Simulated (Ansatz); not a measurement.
**linear P chain: period, moment and channels by functional**

How many channels does the linear P chain carry, and how sure is the answer?

Main program and level: Ansatz 0.2.0; DFT PBE, plane waves, PAW; relaxation of a chain's period, in the first sound run; inputs show where later runs differ.

## 1. Set-up

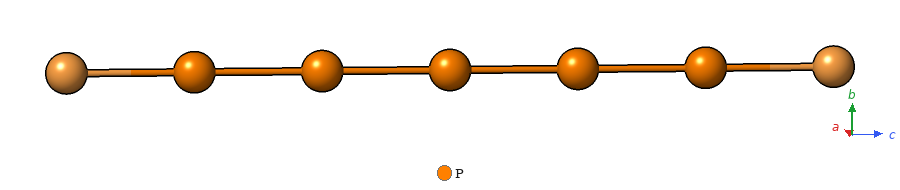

The starting structure, seen from the side, with the c axis across the page (phosphorus orange). 1×1×4 cells are drawn. Some periodic images of atoms are drawn too.

The cell holds 1 atom: 1 P. Cell: a = 7.500 Å, b = 7.500 Å, c = 1.990 Å, α = 90.0°, β = 90.0°, γ = 90.0°. Vacuum lies along a and b. The structure's axis is c.

## 2. The relaxed wire, level PBE, cutoff 420 eV

Band widths follow the bond lengths, so the chain is relaxed first. The atoms and the third cell vector are free; the box across stays fixed as vacuum. Moments are seeded so that a magnetic state can form if it lies lower. A Fermi-Dirac smearing is set since the result may be a metal. The pressure printed is a third of the stress's trace over the whole box, vacuum included; only the stress along the axis is relaxed.

input.yaml

```yaml
crystal:
  lattice:
    - [7.5, 0.0, 0.0]
    - [0.0, 7.5, 0.0]
    - [0.0, 0.0, 1.9902]
  atoms:
    - { symbol: P, position: [0.5, 0.5, 0.0], spin: 0.3 }
magnetization:
  spin_polarized: true
kpoints:
  mp_grid: { grid: [1, 1, 41] }
scf:
  occupations: { method: fermi_dirac, width: 0.05 }
hamiltonian:
  xc: pbe
relax:
  cell: { fix: [a, b, alpha, beta, gamma] }
  max_steps: 60
```

On the command line:

```
$ ansatz run input.yaml --threads 4 --pin off --max-ram 8192MiB --backend cpu --events-out ev --progress --plain --runs-dir out
```

Numbers of over 12 decimals in the logs are rounded to 6 here.

The log of the run:

```text
Engine: ansatz 0.2.0, aarch64-unknown-linux-gnu
Pseudopotentials: kind: paw
Pseudopotential: P, paw, valence charge 5, recommended cutoff 420 eV (normal), P.paw.azcp
Functional definition: PBE
  parameter kappa = 0.804
  parameter beta = 0.066725
  exchange = pbe_x(kappa = kappa, mu = beta*pi^2/3)
  correlation = pbe_c(beta = beta)
Crystal: 1 atoms, lattice volume = 111.949 Å³
Basis set: ecut = 420 eV, 2199 PW (Γ), exchange–correlation on 108×108×30 points (8 copies of the dense FFT grid, shifted against one another)
Bands: 7, of which v1, the nominal top of the filled ones, is band 3 counted from 1 (2 counted from 0)
Symmetry: 16 space group operations
Space group: P4/mmm (ITA 123), of the structure as read, at distance tolerance 4.8e-5 Å
Magnetic group: BNS 123.339 (UNI 999), of the structure as read, at distance tolerance 4.8e-5 Å
k-points: 21 of 41
Non-local potential: P, projectors of the file, l = 0: 2, l = 1: 2, l = 2: 2
PAW form: soft (Blöchl's): semilocal exchange-correlation on the pseudo side does not see the compensation charge
PAW one-centre angular grid: P, 110 points (default); XC on 64 Gauss nodes
Initial density: superposition of atomic densities (neutral atoms: chi_scale 0, normalization atom)
Starting moments: Σ|m| = 0.3 μB on 1 of 1 site
Initial wavefunctions: pseudopotential atomic-orbital guess
Functional: x = pbe(κ = 0.804, μ = 0.219515), c = pbe(β = 0.066725)
SCF iter   1: F=—  HF=-754.494846 eV  |F-HF|=—  |Δ(HF+E_count)|=         —  Δρ=8.16e-3 (↑5.52e-3 ↓8.16e-3)  dr2=2.60e-1  dr2_m=9.56e-3  M=0.063 μB ∫|m|=0.065 μB  β_m=0.30  ethr=3.10e-3  ⟨swp⟩=6.6  Hψ=3159  notcnv=0
preconditioner: auto → none  [insulator: Δε(μ)=0.221 eV  Ē_g=10.056 eV  σ=0.050 eV  W_gap=0.75  n_scr=8 (ndim 8)  ℏωp=6.9 eV  f_vac=0.594  D(μ)=0.56/eV (n_scr^D=4)  ε∞_Penn≈1.5]
SCF iter   2: F=—  HF=-754.418338 eV  |F-HF|=—  |Δ(HF+E_count)|=   7.65e-2  Δρ=4.97e-3 (↑3.41e-3 ↓4.97e-3)  dr2=7.86e-2  dr2_m=4.58e-3  M=0.066 μB ∫|m|=0.067 μB  β_m=0.30  ethr=3.10e-3  ⟨swp⟩=1.6  Hψ=679  notcnv=0  defer=1
SCF iter   3: F=—  HF=-754.391396 eV  |F-HF|=—  |Δ(HF+E_count)|=   2.69e-2  Δρ=2.12e-3 (↑2.12e-3 ↓1.51e-3)  dr2=3.75e-3  dr2_m=2.57e-3  M=0.065 μB ∫|m|=0.066 μB  β_m=0.30  ethr=1.57e-3  ⟨swp⟩=2.8  Hψ=596  notcnv=0  defer=4
SCF iter   4: F=—  HF=-754.393381 eV  |F-HF|=—  |Δ(HF+E_count)|=   1.99e-3  Δρ=1.67e-3 (↑9.22e-4 ↓1.67e-3)  dr2=3.86e-3  dr2_m=1.38e-3  M=0.059 μB ∫|m|=0.059 μB  β_m=0.30  ethr=7.50e-5  ⟨swp⟩=2.6  Hψ=621  notcnv=0  defer=11
SCF iter   5: F=—  HF=-754.392675 eV  |F-HF|=—  |Δ(HF+E_count)|=   7.06e-4  Δρ=9.22e-4 (↑9.22e-4 ↓9.10e-4)  dr2=1.41e-5  dr2_m=8.56e-4  M=0.053 μB ∫|m|=0.053 μB  β_m=0.30  ethr=7.50e-5  ⟨swp⟩=2.4  Hψ=530  notcnv=0  defer=11
SCF iter   6: F=—  HF=-754.393232 eV  |F-HF|=—  |Δ(HF+E_count)|=   5.57e-4  Δρ=7.37e-4 (↑7.19e-4 ↓7.37e-4)  dr2=2.72e-6  dr2_m=5.43e-4  M=0.047 μB ∫|m|=0.047 μB  β_m=0.30  ethr=2.82e-7  ⟨swp⟩=2.6  Hψ=432  notcnv=0  defer=10
SCF iter   7: F=—  HF=-754.393590 eV  |F-HF|=—  |Δ(HF+E_count)|=   3.58e-4  Δρ=5.93e-4 (↑5.93e-4 ↓5.91e-4)  dr2=3.56e-8  dr2_m=3.59e-4  M=0.042 μB ∫|m|=0.042 μB  β_m=0.30  ethr=5.44e-8  ⟨swp⟩=2.3  Hψ=408  notcnv=0  defer=10
Mixer restart at iter 7: flushing history
spin-set hold released at iteration 7 (site moments contracting): the magnetisation degrees of freedom join the quasi-Newton model from the next iteration; the mixer history was flushed
SCF iter   8: F=—  HF=-754.393829 eV  |F-HF|=—  |Δ(HF+E_count)|=   2.39e-4  Δρ=4.89e-4 (↑4.89e-4 ↓4.88e-4)  dr2=1.29e-8  dr2_m=2.45e-4  M=0.037 μB ∫|m|=0.037 μB  β_m=0.46  ethr=7.12e-10  ⟨swp⟩=3.7  Hψ=546  notcnv=0  defer=10
SCF iter   9: F=—  HF=-754.394325 eV  |F-HF|=—  |Δ(HF+E_count)|=   4.96e-4  Δρ=1.87e-4 (↑1.87e-4 ↓1.87e-4)  dr2=4.33e-10  dr2_m=3.59e-5  M=0.017 μB ∫|m|=0.017 μB  β_m=0.82  ethr=2.59e-10  ⟨swp⟩=4.4  Hψ=617  notcnv=0  defer=10
SCF iter  10: F=—  HF=-754.394429 eV  |F-HF|=—  |Δ(HF+E_count)|=   1.04e-4  Δρ=3.04e-5 (↑3.04e-5 ↓3.04e-5)  dr2=1.09e-11  dr2_m=9.50e-7  M=0.003 μB ∫|m|=0.003 μB  β_m=0.91  ethr=8.66e-12  ⟨swp⟩=5.6  Hψ=743  notcnv=0  defer=10
SCF iter  11: F=—  HF=-754.394432 eV  |F-HF|=—  |Δ(HF+E_count)|=   2.80e-6  Δρ=1.11e-5 (↑1.11e-5 ↓1.11e-5)  dr2=8.38e-12  dr2_m=1.27e-7  M=-0.001 μB ∫|m|=0.001 μB  β_m=0.95  ethr=1.00e-12  ⟨swp⟩=5.7  Hψ=903  notcnv=0
SCF iter  12: F=—  HF=-754.394432 eV  |F-HF|=—  |Δ(HF+E_count)|=   3.45e-7  Δρ=2.21e-6 (↑2.21e-6 ↓2.19e-6)  dr2=3.30e-12  dr2_m=4.97e-9  M=-0.000 μB ∫|m|=0.000 μB  β_m=0.98  ethr=1.00e-12  ⟨swp⟩=4.2  Hψ=761  notcnv=0
SCF iter  13: F=—  HF=-754.394432 eV  |F-HF|=—  |Δ(HF+E_count)|=   1.40e-8  Δρ=2.29e-7 (↑2.10e-7 ↓2.29e-7)  dr2=1.99e-12  dr2_m=4.95e-11  M=-0.000 μB ∫|m|=0.000 μB  β_m=0.90  ethr=1.00e-12  ⟨swp⟩=3.5  Hψ=671  notcnv=0
SCF iter  14: F=-754.394432 eV  HF=-754.394432 eV  |F-HF|=0.00e0  |Δ(HF+E_count)|=  1.39e-10  Δρ=2.25e-8 (↑2.25e-8 ↓1.18e-8)  dr2=5.97e-13  dr2_m=2.61e-13  M=-0.000 μB ∫|m|=0.000 μB  ethr=1.00e-12  ⟨swp⟩=2.5  Hψ=558  notcnv=0
WARN: the starting moments were not kept: the SCF closed with an absolute magnetisation of 1.4e-6 μB, where they sum to 0.3 μB in size (1 site). That is at most 0.1 of that sum. Measured as dr2_m measures the in/out step, that magnetisation stands 4.8e-13 eV from none, at or under the dr2_threshold of 1.0e-7 eV: it is no larger than a step whose dr2_m would equal this threshold. The system may hold no moment; this SC [...]
SCF 1 converged in 14 iterations: F = -754.394432 eV  dr2 = 5.97e-13
  greatest PAW one-centre occupation: 0.819 electrons in one spin orbital (limit 2), on the P atom at site 0 (counted from 0), in its partial waves of l = 0
relax step   1: F+E_penalty+E_count = -754.39443205 eV  Δ(F+E_penalty+E_count) = +0.000e0 eV  max|allowed force component| = 0.000e0 eV/Å  Δτ_max = 0.0000 Å  P = +2.095 GPa  Ω = 111.949 Å³  fix = [a, b, alpha, beta, gamma]  reactions: a +0.084, b +0.084 GPa  (14 SCF iters, dr2 threshold 1.00e-7 eV, accepted)
Crystal: 1 atoms, lattice volume = 116.414 Å³
Basis set: ecut = 420 eV, 2279 PW (Γ), exchange–correlation on 108×108×30 points (8 copies of the dense FFT grid, shifted against one another)
Initial density: handed on by an earlier stage of this run
Starting moments: Σ|m| = 0.3 μB on 1 of 1 site; this step starts from the density that it was given
Initial wavefunctions: those handed on with the density
iter 1 solved again at ethr=2.12e-4 eV; its pass at ethr=3.10e-3 eV (dr2=1.06e-2 eV) is discarded
[...]
SCF iter   2: F=—  HF=-754.516775 eV  |F-HF|=—  |Δ(HF+E_count)|=   9.20e-4  Δρ=3.66e-4 (↑2.99e-4 ↓3.66e-4)  dr2=7.57e-4  dr2_m=2.54e-6  M=-0.001 μB ∫|m|=0.001 μB  β_m=0.47  ethr=5.10e-5  ⟨swp⟩=2.0  Hψ=366  notcnv=0
SCF iter   3: F=—  HF=-754.516450 eV  |F-HF|=—  |Δ(HF+E_count)|=   3.24e-4  Δρ=4.45e-5 (↑3.46e-5 ↓4.45e-5)  dr2=4.34e-6  dr2_m=3.61e-7  M=-0.000 μB ∫|m|=0.000 μB  β_m=0.62  ethr=1.51e-5  ⟨swp⟩=2.2  Hψ=394  notcnv=0
SCF iter   4: F=—  HF=-754.516450 eV  |F-HF|=—  |Δ(HF+E_count)|=   1.86e-7  Δρ=1.17e-5 (↑6.81e-6 ↓1.17e-5)  dr2=2.59e-7  dr2_m=3.48e-8  M=-0.000 μB ∫|m|=0.000 μB  β_m=0.69  ethr=8.68e-8  ⟨swp⟩=2.8  Hψ=441  notcnv=0
iter 5 did not close the SCF: its close was put off for a magnetic moment that had not settled (scf_convergence_deferred on its scf_iter line)
SCF iter   5: F=-754.516450 eV  HF=-754.516450 eV  |F-HF|=4.83e-9  |Δ(HF+E_count)|=   2.02e-8  Δρ=1.97e-6 (↑1.97e-6 ↓1.41e-6)  dr2=3.34e-9  dr2_m=2.38e-9  M=-0.000 μB ∫|m|=0.000 μB  β_m=0.82  ethr=2.00e-9  ⟨swp⟩=5.0  Hψ=815  notcnv=0
iter 6 did not close the SCF: its close was put off for a magnetic moment that had not settled (scf_convergence_deferred on its scf_iter line)
SCF iter   6: F=-754.516450 eV  HF=-754.516450 eV  |F-HF|=3.14e-11  |Δ(HF+E_count)|=   6.25e-9  Δρ=1.97e-7 (↑1.86e-7 ↓1.97e-7)  dr2=5.50e-11  dr2_m=3.15e-11  M=-0.000 μB ∫|m|=0.000 μB  β_m=0.91  ethr=6.69e-11  ⟨swp⟩=1.5  Hψ=860  notcnv=0
SCF iter   7: F=-754.516450 eV  HF=-754.516450 eV  |F-HF|=1.14e-12  |Δ(HF+E_count)|=  5.81e-11  Δρ=2.31e-8 (↑2.31e-8 ↓2.22e-8)  dr2=2.89e-13  dr2_m=5.15e-13  M=-0.000 μB ∫|m|=0.000 μB  ethr=1.10e-12  ⟨swp⟩=1.0  Hψ=813  notcnv=0
the starting moments were not kept: the SCF closed with an absolute magnetisation of 6.1e-7 μB, where they sum to 0.3 μB in size (1 site). That is at most 0.1 of that sum. Measured as dr2_m measures the in/out step, that magnetisation stands 6.2e-14 eV from none, at or under the dr2_threshold of 1.0e-7 eV: it is no larger than a step whose dr2_m would equal this threshold.
SCF 3 converged in 7 iterations: F = -754.516450 eV  dr2 = 2.89e-13
  greatest PAW one-centre occupation: 0.822 electrons in one spin orbital (limit 2), on the P atom at site 0 (counted from 0), in its partial waves of l = 0
relax step   3: F+E_penalty+E_count = -754.51645023 eV  Δ(F+E_penalty+E_count) = -9.159e-3 eV  max|allowed force component| = 0.000e0 eV/Å  Δτ_max = 0.0000 Å  P = +0.014 GPa  Ω = 118.246 Å³  energy of the carried Pulay correction = -1.537e-4 eV  fix = [a, b, alpha, beta, gamma]  reactions: a +0.086, b +0.086 GPa  (7 SCF iters, dr2 threshold 1.00e-7 eV, accepted)
[...]
relax step   4: F+E_penalty+E_count = -754.51650575 eV  Δ(F+E_penalty+E_count) = -5.552e-5 eV  max|allowed force component| = 0.000e0 eV/Å  Δτ_max = 0.0000 Å  P = +0.054 GPa  Ω = 118.123 Å³  energy of the carried Pulay correction = -1.508e-4 eV  fix = [a, b, alpha, beta, gamma]  reactions: a +0.086, b +0.086 GPa  (6 SCF iters, dr2 threshold 4.11e-8 eV, accepted)
Initial wavefunctions: pseudopotential atomic-orbital guess (no wavefunctions were taken with the density)
iter 1 solved again at ethr=8.70e-7 eV; its pass at ethr=3.10e-3 eV (dr2=4.35e-5 eV) is discarded
SCF iter   1: F=—  HF=-754.516920 eV  |F-HF|=—  |Δ(HF+E_count)|=         —  Δρ=2.15e-5 (↑2.15e-5 ↓2.15e-5)  dr2=2.06e-7  dr2_m=3.75e-14  M=0.000 μB ∫|m|=0.000 μB  β_m=0.30  ethr=8.70e-7  ⟨swp⟩=3.4  Hψ=4020  notcnv=0
preconditioner: auto → none  [insulator: Δε(μ)=0.436 eV  Ē_g=10.241 eV  σ=0.050 eV  W_gap=0.87  n_scr=8 (ndim 8)  ℏωp=7.1 eV  f_vac=0.627  D(μ)=0.44/eV (n_scr^D=0)  ε∞_Penn≈1.5]
SCF iter   2: F=—  HF=-754.516921 eV  |F-HF|=—  |Δ(HF+E_count)|=   1.26e-6  Δρ=1.51e-5 (↑1.51e-5 ↓1.51e-5)  dr2=1.02e-7  dr2_m=4.10e-14  M=0.000 μB ∫|m|=0.000 μB  β_m=0.65  ethr=4.12e-9  ⟨swp⟩=2.3  Hψ=410  notcnv=0
SCF iter   3: F=—  HF=-754.516922 eV  |F-HF|=—  |Δ(HF+E_count)|=   8.22e-7  Δρ=6.56e-7 (↑6.54e-7 ↓6.56e-7)  dr2=1.26e-9  dr2_m=1.92e-14  M=0.000 μB ∫|m|=0.000 μB  β_m=0.56  ethr=2.03e-9  ⟨swp⟩=2.0  Hψ=400  notcnv=0
SCF iter   4: F=—  HF=-754.516922 eV  |F-HF|=—  |Δ(HF+E_count)|=   1.25e-9  Δρ=3.05e-7 (↑3.02e-7 ↓3.05e-7)  dr2=2.95e-10  dr2_m=8.25e-15  M=0.000 μB ∫|m|=0.000 μB  β_m=0.78  ethr=2.52e-11  ⟨swp⟩=1.7  Hψ=324  notcnv=0
SCF iter   5: F=-754.516922 eV  HF=-754.516922 eV  |F-HF|=1.25e-12  |Δ(HF+E_count)|=   2.26e-7  Δρ=5.25e-8 (↑5.25e-8 ↓5.23e-8)  dr2=9.79e-12  dr2_m=4.36e-17  M=0.000 μB ∫|m|=0.000 μB  ethr=1.00e-12  ⟨swp⟩=5.3  Hψ=1260  notcnv=0
the starting moments were not kept: the SCF closed with an absolute magnetisation of 4.8e-9 μB, where they sum to 0.3 μB in size (1 site). That is at most 0.1 of that sum. Measured as dr2_m measures the in/out step, that magnetisation stands 3.8e-18 eV from none, at or under the dr2_threshold of 1.0e-11 eV: it is no larger than a step whose dr2_m would equal this threshold.
SCF 5 converged in 5 iterations: F = -754.516922 eV  dr2 = 9.79e-12
relax step   5: F+E_penalty+E_count = -754.51692244 eV  Δ(F+E_penalty+E_count) = -4.167e-4 eV  max|allowed force component| = 0.000e0 eV/Å  Δτ_max = 0.0000 Å  P = +0.062 GPa  Ω = 118.123 Å³  fix = [a, b, alpha, beta, gamma]  reactions: a +0.089, b +0.089 GPa  stress off target by 8.12e-3 GPa on what of the cell is left free  SCF on the basis re-selected at this cell (its energy is not comparable with the rows above)  (5 SCF iters)
basis re-selected at this cell: Δ(F+E_penalty+E_count) = -4.167e-4 eV, ΔP = +0.007 GPa vs the last step (what re-selecting the basis moved, of the pressure what is left beyond the Pulay correction that the steps carried, after the strain that the cell walked since its last selection, with what the two solves' SCF thresholds leave and, on support functions, any second-order correction that the steps lacked; it is no measure of the basis error at this ecutwfc). This SCF's stress stands 8.12e-3 GPa from its target on what of the cell is left free (relax.cell.stress_tol is 5.00e-2 GPa) and its largest allowed force component is 0.00e0 eV/Å (relax.f_tol is 1.00e-2 eV/Å): [rest of the remark cut]
SCF converged after 5 iterations
Magnetization: 0.0000 μB (2.5000 up, 2.5000 down)
Absolute magnetization: 0.0000 μB (∫|ρ↑−ρ↓|, with the PAW one-centre terms)
Spin contamination: 0.0000 ħ² per cell (⟨S²⟩ above its minimum at these occupations)
Per-site moments (μB) at R_I (Å): [(8.976965843131365e-10, 0.866234)]
Free energy (F): -754.516922 eV
Harris-Foulkes:  -754.516922 eV  (|F-HF|=1.25e-12)
Internal energy: -754.513098 eV  (E = F + TS)
E sigma→0 (E₀):  -754.515010 eV
Entropy (-TS):   -0.003825 eV (-3.825 meV/atom)
Fermi energy:    -3.545938 eV
--- Per-component energies (eV) ---
  E_band       = -43.694656
  E_kinetic    = 67.888793
  E_local      = -322.529691  (includes V_loc(G=0)·N_el)
  E_nonlocal   = 34.152647
  E_hartree    = 121.280363
  E_xc         = -59.645207
  E_vxc        = -58.217622  (∫ρ·V_xc dr)
  E_paw        = -569.349331  (= ΣΔE_a)
  E_vpaw       = -7.549510  (= ΣTr[D̂ρ^β])
  E_aug_tail   = 0.000003  (compensation charges beyond the density's cutoff)
  E_ewald      = -26.310677
  E_smearing   = -0.003825  (= −TS)
  E_closure    = 0.000000  (closes the sum)
  Σ components = -754.516922   (vs F -754.516922, Δ=0.00e0)
--- Forces (eV/Å), atoms counted from 1 ---
  atom   1  P      0.00000000     0.00000000     0.00000000
  max |Σ_I F_I| component: 7.89e-31 eV/Å
--- Stress (GPa, compression-positive) ---
        0.088574       0.000000       0.000000
        0.000000       0.088574       0.000000
        0.000000       0.000000       0.008116
  P = ⅓ Tr σ = 0.0618 GPa (0.618 kbar)
--- Relaxed structure (4 steps of the walk, 4 accepted, 1 SCFs on fresh bases) ---
  F+E_penalty+E_count = -754.51692244 eV   max|allowed force component| = 0.000e0 eV/Å   (the final SCF, on the basis selected at the relaxed cell)
  cell:  # Å, volume = 118.1228 Å³
    - [7.5, 0.0, 0.0]
    - [0.0, 7.5, 0.0]
    - [0.0, 0.0, 2.099960]
  atoms:
    - { symbol: P, position: [0.5, 0.5, 0.0] }
```

The job ended after 4 s (4 threads of Arm Neoverse V2, shared host; peak memory 0.33 GiB; 13 s of CPU time).

Step by step:

```
step  energy less that of the first step (eV)  largest force component (eV/Å)  pressure (GPa)  volume (Å³)
   1                                   0.0000                          0.0000            2.10       111.95
   2                                  -0.1129                          0.0000            0.65       116.41
   3                                  -0.1220                          0.0000            0.01       118.25
   4                                  -0.1221                          0.0000            0.05       118.12
  5*                                  -0.1225                          0.0000            0.06       118.12
```

Relaxation steps marked * repeat the geometry before them on a plane-wave basis chosen anew for their cell, so energy and pressure can jump there.

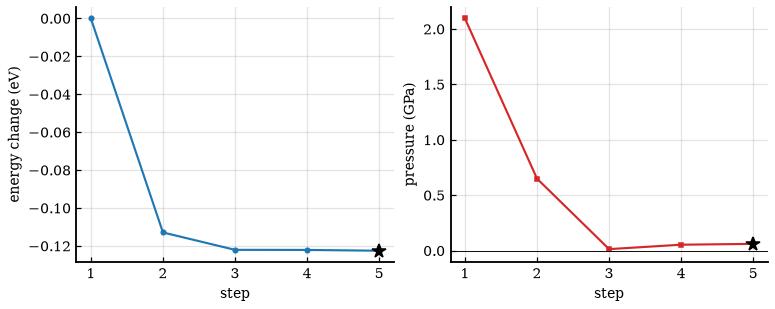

Energy and pressure along the relaxation. Stars mark steps on a basis chosen anew.

```
cell as run  before  after  change
      c (Å)   1.990  2.100  +5.5 %
```

The relaxed structure:

```xyz
1
Lattice="7.5000 0.0000 0.0000 0.0000 7.5000 0.0000 0.0000 0.0000 2.1000" Properties=species:S:1:pos:R:3
P     3.7500    3.7500    0.0000
```

Numbers from this step:

- energy at zero smearing: -754.5150 eV
- cell length along the wire: 2.100 Å

The cell's length comes to 2.100 Å with no moment.

[end of part 1 of 3]

[Logs are printed without paths, hosts, clocks, repeated set-up lines and the standing remarks that a program may print on its own settings, such as how far it seeks lower states.]

[Hosts, paths, dates, database ids (printed as entryN), source tags and the programs' standing remarks are cut or masked in the printed files.]
